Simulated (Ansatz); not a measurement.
Structure data:

```
Hf S
1.0
     3.35549    0.00000    0.00000
    -1.67775    2.90594    0.00000
     0.00000    0.00000    5.16294
Hf S
1 2
Cartesian
  0.0000 0.0000 0.0000
  1.6777 0.9686 3.6690
  0.0000 1.9373 1.4939
```

Q: Summarise the structure in words.

A: Formula: HfS$_{2}$. It takes space group P-3m1 (No. 164) on a primitive hexagonal lattice. The arrangement is known as cadmium iodide (CdI₂, 1T) type. It has 3 atoms to the cell (1 Hf, 2 S). Hf bonds to six S in an octahedral arrangement at 2.45 Å. The coordination shell of S holds three Hf in a trigonal pyramidal arrangement at 2.45 Å. Not all metal-metal contacts are counted. The bonds build HfS2 layers parallel to (001).

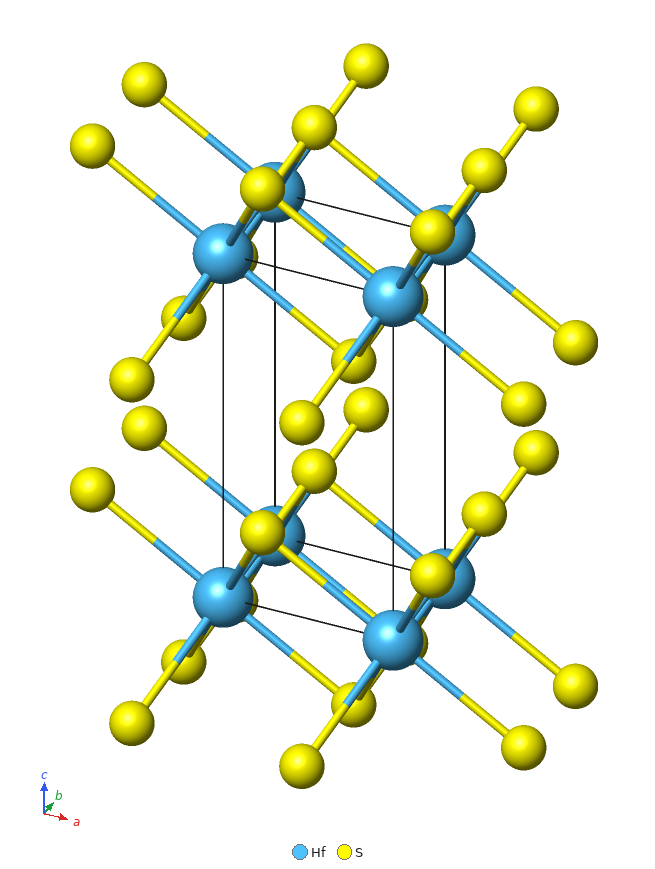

View slightly off an axis, drawn as a ball-and-stick model. Thin lines show the conventional unit cell, with boundary atoms drawn in all their periodic places. Atoms outside the box are added where they are bonded to one inside. Colours: hafnium blue, sulfur yellow.

It goes back to a structure listed in the Materials Project. The cell was then strained or its atoms displaced on purpose. It went into a calculation with Ansatz.
